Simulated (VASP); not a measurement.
# Run report: GeSi₂, geometry relaxation (part 2 of 4)

GeSi₂ (R-3m, 3 atoms in the cell); Kohn-Sham DFT of a periodic cell, PBE, VASP PAW PBE potentials, recommended, no spin polarisation (VASP 6.6.1); cutoff 520 eV, 8×8×8 k-mesh, Gaussian smearing of 0.15 eV. The structure was made by swapping elements on the sites of another compound; it need not be a known phase.

Geometry of the input (Å; fractional positions):
```
1.5258  0.8809  5.6037
-1.5258  0.8809  5.6037
0.0000  -1.7618  5.6037
Si 0.2500  0.2500  0.2500
Si 0.7500  0.7500  0.7500
Ge 0.0000  0.0000  0.0000
```

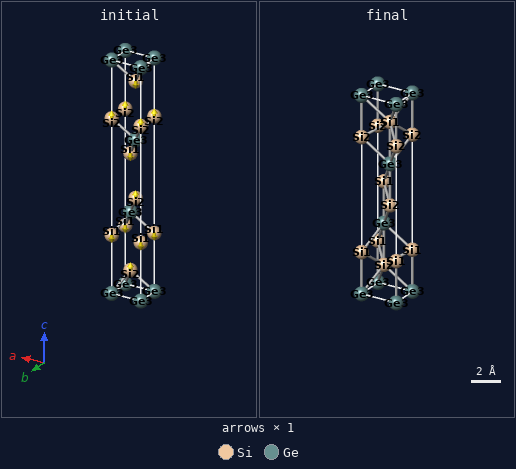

**Figure 1.** Before (left) and after (right) the relaxation, at one scale (ball-and-stick view of the cell 3 times as large as that of the calculation, set on its symmetry axes, seen at an oblique angle). The yellow arrows give the displacements (without the part carried along by the change of the cell), at true length. The largest moves relative to the cell, 0.57 Å, are those of Si1 and Si2. Ge stays in place. The drawn cell changes as follows: a = b 3.052 → 3.631 Å (+19.0 %), c 16.811 → 14.294 Å (−15.0 %); the volume changes by +20.4 %. Among the contacts that change: Si1–Ge3 4.203 → 3.004 Å, Si1–Si2 3.310 → 2.438 Å. New bonds form: Si1–Si2 (3.31 → 2.44 Å). Among the angles that change: Si1–Ge3–Si1 85.4° → 83.1°, Si1–Ge3–Si2 94.6° → 96.9°, Ge3–Si2–Ge3 85.4° → 83.1°. The space group stays R-3m (No. 166). The energy falls by 3.261 eV per cell of the calculation in 21 geometry steps. The largest force component goes from 4.7 to 0.053 eV/Å. (Atoms are counted from 1 in the order of the input.)

Parts of OUTCAR
```
SYSTEM = Si2Ge
   PREC = Normal
   ENCUT = 520
   EDIFF = 1E-4
   ISMEAR = 0
   LREAL = .False.
   LASPH = .True.
   NELM = 60
   ISIF = 3
   GGA = PE
   IBRION = 2
   NSW = 24
   EDIFFG = -0.08

 ion  position               nearest neighbor table
   1  0.250  0.250  0.250-   3 2.25   3 2.25   3 2.25
   2  0.750  0.750  0.750-   3 2.25   3 2.25   3 2.25
   3  0.000  0.000  0.000-   2 2.25   2 2.25   1 2.25   1 2.25   2 2.25   1 2.25

  LATTYP: Found a trigonal (rhomboedric) cell.
 ALAT       =     5.8740940990
 COS(alpha) =     0.8650656432

  Lattice vectors:

 A1 = (   1.5257633300,   0.8808998700,   5.6036633700)
 A2 = (  -1.5257633300,   0.8808998700,   5.6036633700)
 A3 = (   0.0000000000,  -1.7617997400,   5.6036633700)

Analysis of symmetry for initial positions (statically):
=====================================================================
 Subroutine PRICEL returns:
 Original cell was already a primitive cell.

 Routine SETGRP: Setting up the symmetry group for a
 trigonal (rhombohedral) supercell.

 Subroutine GETGRP returns: Found 12 space group operations
 (whereof 12 operations were pure point group operations)
 out of a pool of 12 trial point group operations.

The static configuration has the point symmetry D_3d.

Analysis of symmetry for dynamics (positions and initial velocities):
=====================================================================
 Subroutine PRICEL returns:
 Original cell was already a primitive cell.

 Routine SETGRP: Setting up the symmetry group for a
 trigonal (rhombohedral) supercell.

 Subroutine GETGRP returns: Found 12 space group operations
 (whereof 12 operations were pure point group operations)
 out of a pool of 12 trial point group operations.

The dynamic configuration has the point symmetry D_3d.

 Subroutine INISYM returns: Found 12 space group operations
 (whereof 12 operations are pure point group operations),
 and found     1 'primitive' translations

----------------------------------------------------------------------------------------

                                     Primitive cell

  volume of cell :      45.1894

  direct lattice vectors                    reciprocal lattice vectors
     1.525763330  0.880899870  5.603663370     0.327704822  0.189200467  0.059484896
    -1.525763330  0.880899870  5.603663370    -0.327704822  0.189200467  0.059484896
     0.000000000 -1.761799740  5.603663370     0.000000000 -0.378400934  0.059484896

  length of vectors
     5.874094099  5.874094099  5.874094099     0.383047934  0.383047934  0.383047934

  position of ions in fractional coordinates (direct lattice)
     0.250000000  0.250000000  0.250000000
     0.750000000  0.750000000  0.750000000
     0.000000000  0.000000000  0.000000000

  ion indices of the primitive-cell ions
   primitive index   ion index
                 1           1
                 2           2
                 3           3

----------------------------------------------------------------------------------------

 KPOINTS: regular mesh

Automatic generation of k-mesh.
 Grid dimensions read from file:
 generate k-points for:    8    8    8

 Generating k-lattice:

  Cartesian coordinates                     Fractional coordinates (reciprocal lattice)
     0.040963103  0.023650058  0.007435612     0.125000000  0.000000000 -0.000000000
    -0.040963103  0.023650058  0.007435612     0.000000000  0.125000000 -0.000000000
     0.000000000 -0.047300117  0.007435612    -0.000000000 -0.000000000  0.125000000

  Length of vectors
     0.047880992  0.047880992  0.047880992

  Shift w.r.t. Gamma in fractional coordinates (k-lattice)
     0.000000000  0.000000000  0.000000000

 Subroutine IBZKPT returns following result:
 ===========================================

 Found     65 irreducible k-points:

 Following reciprocal coordinates:
            Coordinates               Weight
  0.000000  0.000000  0.000000      1.000000
  0.125000  0.000000  0.000000      6.000000
  0.250000  0.000000  0.000000      6.000000
  0.375000  0.000000  0.000000      6.000000
  0.500000  0.000000  0.000000      3.000000
  0.125000  0.125000  0.000000      6.000000
  0.250000  0.125000  0.000000     12.000000
  0.375000  0.125000  0.000000     12.000000
  0.500000  0.125000 -0.000000     12.000000
 -0.375000  0.125000 -0.000000     12.000000
 -0.250000  0.125000  0.000000     12.000000
 -0.125000  0.125000  0.000000      6.000000
  0.250000  0.250000  0.000000      6.000000
  0.375000  0.250000 -0.000000     12.000000
  0.500000  0.250000  0.000000     12.000000
 -0.375000  0.250000  0.000000     12.000000
 -0.250000  0.250000  0.000000      6.000000
  0.375000  0.375000  0.000000      6.000000
  0.500000  0.375000  0.000000     12.000000
 -0.375000  0.375000  0.000000      6.000000
  0.500000  0.500000  0.000000      3.000000
  0.125000  0.125000  0.125000      2.000000
  0.250000  0.125000  0.125000      6.000000
  0.375000  0.125000  0.125000      6.000000
 [... further k-points ...]
   k-points           NKPTS =     65   k-points in BZ     NKDIM =     65   number of bands    NBANDS=     15
   number of dos      NEDOS =    301   number of ions     NIONS =      3
   total plane-waves  NPLWV =  46656
   dimension x,y,z NGX =    36 NGY =   36 NGZ =   36
   dimension x,y,z NGXF=    72 NGYF=   72 NGZF=   72
   ions per type =               2   1
   NGX,Y,Z   is equivalent  to a cutoff of  10.19, 10.19, 10.19 a.u.
   NGXF,Y,Z  is equivalent  to a cutoff of  20.38, 20.38, 20.38 a.u.
 SYSTEM =  Si2Ge
   PREC   = normal    normal or accurate (medium, high low for compatibility)
   ISTART =      0    job   : 0-new  1-cont  2-samecut
   ICHARG =      2    charge: 1-file 2-atom 10-const
   ISPIN  =      1    spin polarized calculation?
   LNONCOLLINEAR =      F non collinear calculations
   LSORBIT =      F    spin-orbit coupling
   LASPH  =      T    aspherical Exc in radial PAW
   ENCUT  =  520.0 eV  38.22 Ry    6.18 a.u.  10.92 10.92 10.92*2*pi/ulx,y,z
   NELM   =     60;   NELMIN=  2; NELMDL= -5     # of ELM steps
   EDIFF  = 0.1E-03   stopping-criterion for ELM
   LREAL  =      F    real-space projection
   EDIFFG = -.8E-01   stopping-criterion for IOM
   NSW    =     24    number of steps for IOM
   IBRION =      2    ionic relax: 0-MD 1-quasi-New 2-CG
   NFREE  =      1    steps in history (QN), initial steepest desc. (CG)
   ISIF   =      3    stress and relaxation
   ISYM   =      2    0-nonsym 1-usesym 2-fastsym
   POTIM  = 0.5000    time-step for ionic-motion
   TEBEG  =    0.0;   TEEND  =   0.0 temperature during run
   PSTRESS=    0.0 pullay stress
   NELECT =      22.0000    total number of electrons
   NUPDOWN=      -1.0000    fix difference up-down
   EMIN   =  10.00;   EMAX   =-10.00  energy-range for DOS
   EFERMI =   0.00;   METHOD = LEGACY
   ISMEAR =     0;   SIGMA  =   0.15  broadening in eV -4-tet -1-fermi 0-gaus
   EFERMI_NEDOS =   21; number of points for ismear=-14 and -15
   IALGO  =     68    algorithm
   IMIX   =      4    mixing-type and parameters
     AMIX     =   0.40;   BMIX     =  1.00
     AMIX_MAG =   1.60;   BMIX_MAG =  1.00
  volume/ion in A,a.u.               =      15.06       101.65
  Fermi-wavevector in a.u.,A,eV,Ry     =   1.287864  2.433710 22.566542  1.658594
  Thomas-Fermi vector in A             =   2.419853
   LORBIT       =      0    0 simple, 1 ext, 2 COOP (PROOUT), +10 PAW based schemes
   GGA     = PE    functional components
   LHFCALC =     F    Hartree Fock is set to
   AEXX    =    0.0000 exact exchange contribution
   IVDW    =     0    specifies the selected vdW correction
   LEPSILON=     F    determine dielectric tensor
   LRPA    =     F    only Hartree local field effects (RPA)
 conjugate gradient relaxation of ions
 non-spin polarized calculation
 RMM-DIIS sequential band-by-band and
 Gauss-broadening in eV      SIGMA  =   0.15
  energy-cutoff  :      520.00
  volume of cell :       45.19
 maximum number of plane-waves:      1233
   NGX = 21   NGY = 21   NGZ = 21

--------------------------------------- Ionic step        1  -------------------------------------------

 number of electron      21.9999984 magnetization

 Free energy of the ion-electron system (eV)
  ---------------------------------------------------
  ext. energy  EPLUGINS =         0.00000000
  ---------------------------------------------------
  free energy    TOTEN  =       -11.02705621 eV

  energy without entropy =      -11.01260782  energy(sigma->0) =      -11.01983202

------------------------ aborting loop because EDIFF is reached ----------------------------------------

  FORCE on cell =-STRESS in cart. coord.  units (eV):
  Direction    XX          YY          ZZ          XY          YZ          ZX
  --------------------------------------------------------------------------------------
  -------------------------------------------------------------------------------------
  Total       13.1701407     13.1701407     10.3649608      0.0000000      0.0000000      0.0000000
  in kB      466.9431296    466.9431304    367.4863715      0.0000000      0.0000000      0.0000000
  external PRESSURE =     433.7908772 kB  Pullay stress =       0.0000000 kB

 VOLUME and BASIS-vectors are now :
 -----------------------------------------------------------------------------
  energy-cutoff  :      520.00
  volume of cell :       45.19
      direct lattice vectors                 reciprocal lattice vectors
     1.525763330  0.880899870  5.603663370     0.327704822  0.189200467  0.059484896
    -1.525763330  0.880899870  5.603663370    -0.327704822  0.189200467  0.059484896
     0.000000000 -1.761799740  5.603663370     0.000000000 -0.378400934  0.059484896

 POSITION                                       TOTAL-FORCE (eV/Angst)
 -----------------------------------------------------------------------------------
      0.00000      0.00000      4.20275         0.000000      0.000000     -4.748533
      0.00000      0.00000     12.60824         0.000000     -0.000000      4.748533
      0.00000      0.00000      0.00000        -0.000000     -0.000000     -0.000000
 -----------------------------------------------------------------------------------
    total drift:                                0.000000      0.000000      0.000000

  FREE ENERGIE OF THE ION-ELECTRON SYSTEM (eV)
  ---------------------------------------------------
  free  energy   TOTEN  =       -11.0270562147 eV

  energy  without entropy=      -11.0126078220  energy(sigma->0) =      -11.01983202

--------------------------------------- Ionic step        2  -------------------------------------------

 number of electron      21.9999976 magnetization

 E-fermi :   3.7741     XC(G=0):  -9.1418     alpha+bet : -9.2419

 val. band max:        3.7582385680   @ k =  -0.3750   0.5000   0.2500
 cond. band min:       3.7781502414   @ k =   0.5000   0.5000   0.1250
 fundamental gap:      0.0199116733
 Fermi energy:         3.7741272158

 k-point     1 :       0.0000    0.0000    0.0000
  band No.  band energies     occupation
      1     -20.5970      2.00000
      2     -20.5970      2.00000
      3     -20.5766      2.00000
      4     -20.5766      2.00000
      5     -20.5717      2.00000
      6      -6.9926      2.00000
      7      -3.7727      2.00000
      8      -2.4550      2.00000
      9       5.1535      0.00000
     10       5.7657      0.00000
     11       5.7659      0.00000
     12       7.4170      0.00000
     13       7.4197      0.00000
     14       8.3409      0.00000
     15      11.7937      0.00000

 k-point     2 :       0.1250    0.0000    0.0000
  band No.  band energies     occupation
      1     -20.5973      2.00000
      2     -20.5954      2.00000
      3     -20.5774      2.00000
      4     -20.5767      2.00000
      5     -20.5708      2.00000
      6      -6.7855      2.00000
      7      -3.6281      2.00000
      8      -2.2522      2.00000
      9       3.7137      1.43121
     10       4.6133      0.00000
     11       5.1918      0.00000
     12       5.6366      0.00000
     13       7.0504      0.00000
     14       7.9225      0.00000
     15       9.5038      0.00000

 k-point     3 :       0.2500    0.0000    0.0000
  band No.  band energies     occupation
      1     -20.5982      2.00000
      2     -20.5917      2.00000
      3     -20.5795      2.00000
      4     -20.5768      2.00000
      5     -20.5684      2.00000
      6      -6.1751      2.00000
      7      -3.2024      2.00000
      8      -1.7976      2.00000
      9       1.6626      2.00000
     10       2.9867      2.00000
     11       4.4038      0.00000
     12       5.1740      0.00000
     13       6.3769      0.00000
     14       7.3925      0.00000
     15       8.2487      0.00000

 k-point     4 :       0.3750    0.0000    0.0000
  band No.  band energies     occupation
      1     -20.5993      2.00000
      2     -20.5883      2.00000
      3     -20.5815      2.00000
      4     -20.5767      2.00000
      5     -20.5660      2.00000
      6      -5.2205      2.00000
      7      -2.6652      2.00000
      8      -1.8823      2.00000
      9       0.7091      2.00000
     10       1.6438      2.00000
     11       3.8706      0.36297
     12       3.9649      0.07203
     13       5.6250      0.00000
     14       6.4868      0.00000
     15       7.0731      0.00000

 k-point     5 :       0.5000    0.0000    0.0000
  band No.  band energies     occupation
      1     -20.5997      2.00000
      2     -20.5870      2.00000
      3     -20.5823      2.00000
      4     -20.5765      2.00000
      5     -20.5649      2.00000
      6      -4.4156      2.00000
      7      -3.0335      2.00000
      8      -1.8706      2.00000
      9       0.3096      2.00000
     10       2.1300      2.00000
     11       2.5175      2.00000
     12       3.6860      1.59407
     13       6.1630      0.00000
     14       6.6296      0.00000
     15       6.8748      0.00000

 [... the levels of 18 k-points are left out ...]

 k-point    24 :       0.3750    0.1250    0.1250
  band No.  band energies     occupation
      1     -20.5982      2.00000
      2     -20.5917      2.00000
      3     -20.5795      2.00000
      4     -20.5768      2.00000
      5     -20.5685      2.00000
      6      -6.1128      2.00000
      7      -3.6231      2.00000
      8      -1.2786      2.00000
      9       1.7166      2.00000
     10       3.3873      1.99974
     11       4.3018      0.00000
     12       4.4073      0.00000
     13       5.8477      0.00000
     14       7.3556      0.00000
     15       9.0460      0.00000

 [... further k-points ...]

------------------------ aborting loop because EDIFF is reached ----------------------------------------

  FORCE on cell =-STRESS in cart. coord.  units (eV):
  Direction    XX          YY          ZZ          XY          YZ          ZX
  --------------------------------------------------------------------------------------
  -------------------------------------------------------------------------------------
  Total       -5.6026572     -5.6026572     -8.1383837      0.0000000      0.0000000      0.0000000
  in kB     -115.9481343   -115.9481346   -168.4255132      0.0000000      0.0000000      0.0000000
  external PRESSURE =    -133.4405940 kB  Pullay stress =       0.0000000 kB

 VOLUME and BASIS-vectors are now :
 -----------------------------------------------------------------------------
  energy-cutoff  :      520.00
  volume of cell :       77.42
      direct lattice vectors                 reciprocal lattice vectors
     1.848900953  1.067463464  6.537669310     0.270430928  0.156133369  0.050986570
    -1.848900953  1.067463464  6.537669310    -0.270430928  0.156133369  0.050986570
     0.000000000 -2.134926928  6.537669310     0.000000000 -0.312266738  0.050986570

 POSITION                                       TOTAL-FORCE (eV/Angst)
 -----------------------------------------------------------------------------------
      0.00000      0.00000      4.63599        -0.000000     -0.000000      0.372140
      0.00000      0.00000     14.97702        -0.000000      0.000000     -0.372140
      0.00000      0.00000     19.61301         0.000000      0.000000      0.000000
 -----------------------------------------------------------------------------------
    total drift:                                0.000000     -0.000000      0.000000
```
